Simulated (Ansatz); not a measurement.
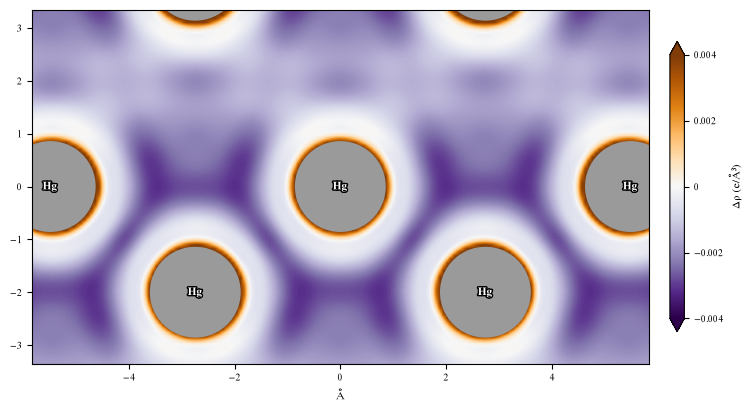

Hg: difference of two self-consistent densities at the same geometry, ρ(r2SCAN) − ρ(PBE), on the (110) plane of the conventional cell. Grey discs cover the cores, where the PAW densities can't be compared. Cores are masked to 0.9 Å (Hg).

Space group P6_3/mmc. Spin-orbit coupling, left out here, splits and shifts the levels of such heavy elements, by tenths of an eV up to several eV. The cell comes from a database of computed structures, not from a measurement.

Both runs: Ansatz, scalar-relativistic, plane waves and PAW, same cutoff, k-points and PAW files (made with PBE).

```cif
data_structure
_symmetry_space_group_name_H-M 'P 1'
_symmetry_Int_Tables_number 1
_cell_length_a 3.4618
_cell_length_b 3.4618
_cell_length_c 5.4875
_cell_angle_alpha 90.000
_cell_angle_beta 90.000
_cell_angle_gamma 120.000
_cell_volume 56.95
loop_
_atom_site_label
_atom_site_type_symbol
_atom_site_fract_x
_atom_site_fract_y
_atom_site_fract_z
_atom_site_occupancy
Hg1 Hg 0.66667 0.33333 0.75000 1
Hg2 Hg 0.33333 0.66667 0.25000 1
```

> How does the change of level move the electrons?

Against PBE, and outside the masked cores, the largest gain lies at the edge of the masked core of Hg, and the largest loss, 0.003 e/Å³, lies 1.9 Å from a mercury nucleus. At this volume the pressure is 1 GPa with PBE and 0 GPa with r2SCAN.

Run times: 32 s (r2SCAN) and 24 s (base cell), on 1 thread of Arm Neoverse N1, on a shared host.
